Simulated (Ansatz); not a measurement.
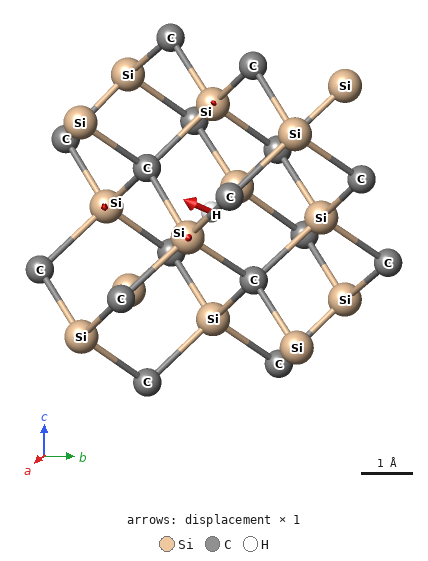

A relaxation of a defect cell of composition Si$_{32}$C$_{32}$H (cell charge +2). The starting structure is drawn; red arrows show the displacements, at their true length.

Style: ball-and-stick. Shown: the atoms within 4.2 Å of the atom that moves most (axes of the cell of the calculation (origin shifted)), slightly off an axis.

Computed with DFT, PBEsol, PAW, plane waves (Ansatz). Settings: plane-wave cutoff 420 eV; k-point mesh 1 × 1 × 1; mesh shifted by (0.25, 0.25, 0.25); collinear spin; atoms relaxed in a fixed cell; force threshold 0.03 eV/Å; at most 80 steps.

> What happened in the run?

The H atom moves most: 0.68 Å along [2 −3 2]. Largest moves by element: H 0.68 Å, Si 0.13 Å, C 0.08 Å. The cell doesn't change. Near-neighbour distances that change, for instance: C–H 1.864 → 1.132 Å, C–Si 1.880 → 1.966 Å, C–Si 1.923 → 2.007 Å, C–Si 1.924 → 1.853 Å. New bonds form, among them: C–H (1.86 → 1.13 Å). Bond angles that change, for instance: C–Si–C 109.9° → 102.3°, C–Si–C 110.9° → 103.6°, C–Si–C 109.5° → 114.8°. Over 12 accepted moves (13 points after the start) the energy falls by 2.082 eV per cell of the calculation. Largest force component: 2.1 eV/Å at the start, 0.025 eV/Å at the end. The line search rejected the trial step at point 7 of the run. The run took 97 s on 7 threads of Arm Neoverse-V2, peak memory 1.8 GiB.

Limits of the set-up: the cell is charged, on a uniform background, and energies carry no finite-size correction.
